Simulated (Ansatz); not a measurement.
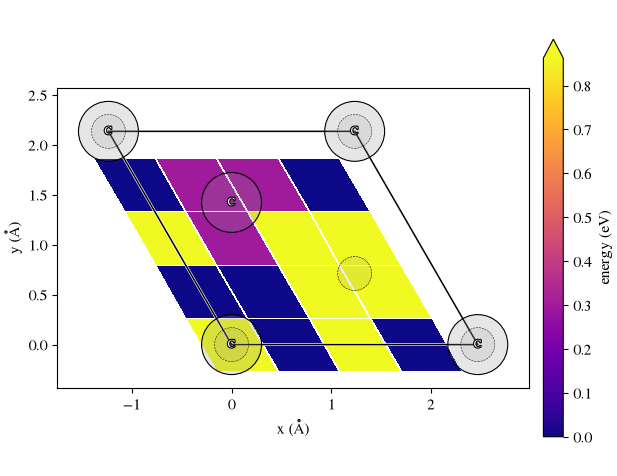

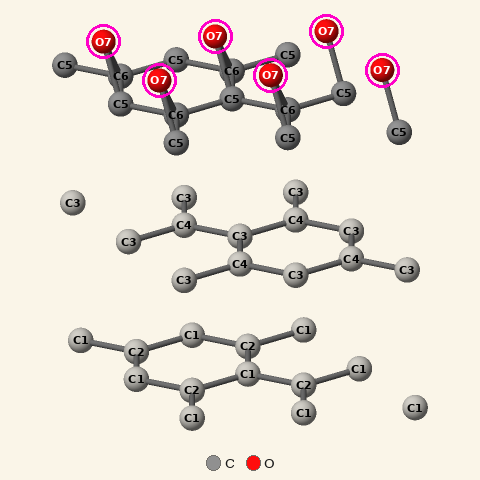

Energy landscape of O on a C(001) slab cut from the P6_3/mmc phase (6 atoms of substrate and one adsorbate in a 1 × 1 cell). 
- One O atom a 1 × 1 cell is placed over a mesh of places on the rigid (0 0 1) surface, and only its height is relaxed.
- Places are given modulo a cell vector. The map is drawn in real space over the plane of the surface.
- The scan uses a 4 × 4 grid.
- Energies: eV, counted from the lowest grid point.
- This mesh misses the points at thirds of the hexagonal cell. With one adsorbate in each 1 × 1 cell, its nearest image is 2.5 Å away, so neighbouring adsorbates interact.
- Level of theory: Ansatz 0.2.0, DFT PBE+D3(BJ), scalar-relativistic, plane waves, PAW.

The picture shows one coloured cell a grid point, labelled circles for the atoms of the top layer and small ones for the second layer, the outline of one cell of the plane, one colour for all values above the top of the scale. The second picture is the structure at the lowest point; rings mark the moved atoms.

What does the map say about the system?

The lowest grid point is at (0/4, 1/4) of the cell vectors [nearest 1 C at 1.43 Å]. The same energy is found at (0/4, 3/4) of the cell vectors [nearest 1 C at 1.43 Å]. The highest grid point, (2/4, 1/4) of the cell vectors [nearest 1 C at 1.80 Å], lies 1.84 eV above the lowest. At the lowest point the adsorbate has 1 C at 1.43 Å as nearest neighbours, at the highest 1 C at 1.80 Å. Its relaxed height above the top atom is 1.29 Å at the lowest and 1.44 Å at the highest point.

The values on the grid:

```tsv
place along a₂ ↓, place along a₁ →	0/4	1/4	2/4	3/4
3/4	0.00	0.30	0.30	0.00
2/4	1.00	0.30	1.00	1.84
1/4	0.00	0.00	1.84	1.84
0/4	1.03	0.00	1.00	0.00
```
